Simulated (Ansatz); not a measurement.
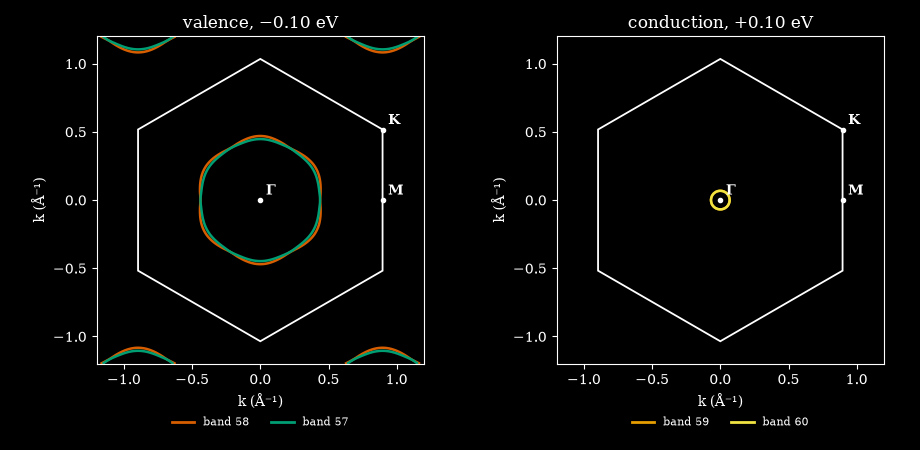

A InSe monolayer (space group of the slab cell P-6m2): constant-energy contours at both band edges (energies from each edge).

All numbers here come from DFT PBE, spin-orbit coupling, plane waves, PAW; levels and slopes on a dense k mesh at the converged density (Ansatz 0.2.0). Non-magnetic. The levels come from a k mesh of 30×30×1 points. The geometry was not relaxed. The cell comes from a database of computed structures, not from a measurement.

Masses come from a second pass at points close to the extrema; at the energies drawn a band may no longer be parabolic.

**Is the gap direct or indirect, and how large does the calculation make it?**

The gap is indirect, 1.45 eV at this level of theory, which underestimates gaps and can reorder valleys that lie close.

**Give the valleys and their effective masses.**

Valence band (extrema up to 0.10 eV from the edge): six equivalent maxima on the K–Γ line, principal masses 2.35 and 7.64 mₑ. Band 58 forms the valence edge; band 57 begins 0.01 eV lower (on the Γ–M line). The surfaces also take in Γ, where this band lies 0.05 eV below its edge, so they needn't be separate pockets.
Conduction band (extrema up to 0.10 eV from the edge): one minimum at Γ, mass 0.17 mₑ in all directions. Band 59 forms the conduction edge; band 60 meets it there. Another band lies within 0.06 eV there, so the masses may hold only close to the extrema.
